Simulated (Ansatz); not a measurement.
Consider GaP.

```
Ga P
1.0
     6.32231    0.00000    0.00000
     0.00000    6.32231    0.00000
     0.00000    0.00000    6.32231
Ga P
8 8
Direct
  0.15376 0.15376 0.15376
  0.84624 0.84624 0.84624
  0.34624 0.84624 0.65376
  0.65376 0.15376 0.34624
  0.65376 0.34624 0.84624
  0.34624 0.65376 0.15376
  0.84624 0.65376 0.34624
  0.15376 0.34624 0.65376
  0.63765 0.63765 0.63765
  0.36235 0.36235 0.36235
  0.86235 0.36235 0.13765
  0.13765 0.63765 0.86235
  0.13765 0.86235 0.36235
  0.86235 0.13765 0.63765
  0.36235 0.13765 0.86235
  0.63765 0.86235 0.13765
```

Space group Pa-3; a generated structure, not necessarily the stable one; computed pressure about 22 GPa in this cell.

Level of theory: DFT PBE, scalar-relativistic, plane waves, PAW in Ansatz 0.2.0.

What will maps of the valence pseudo-density and electron localisation function show?

Ga–P (2.27 Å): the density is about 0.62 e/Å³ at the midpoint; the ELF peaks at about 0.90 in the valence shell of P, 0.9 Å from its nucleus, and is about 0.75 at the midpoint.

Does the calculation give a band gap?

It is gapped, with a Kohn–Sham gap of 0.29 eV on the k-point mesh, an upper bound to the gap of this method.

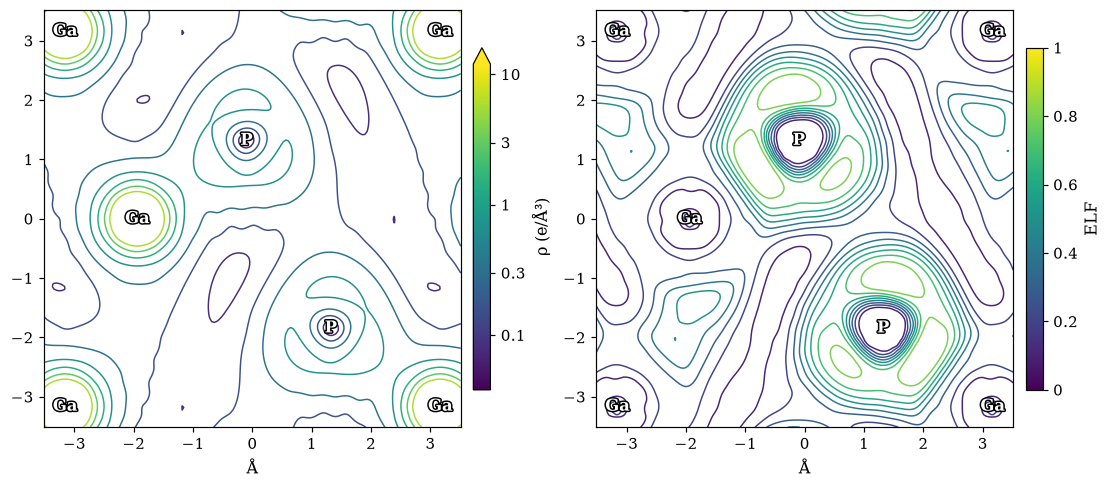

Computed valence pseudo-density and electron localisation function on the (100) plane of the conventional cell, in this order. 

The density is the valence pseudo-density of a PAW calculation; it isn't the true density close to the nuclei.
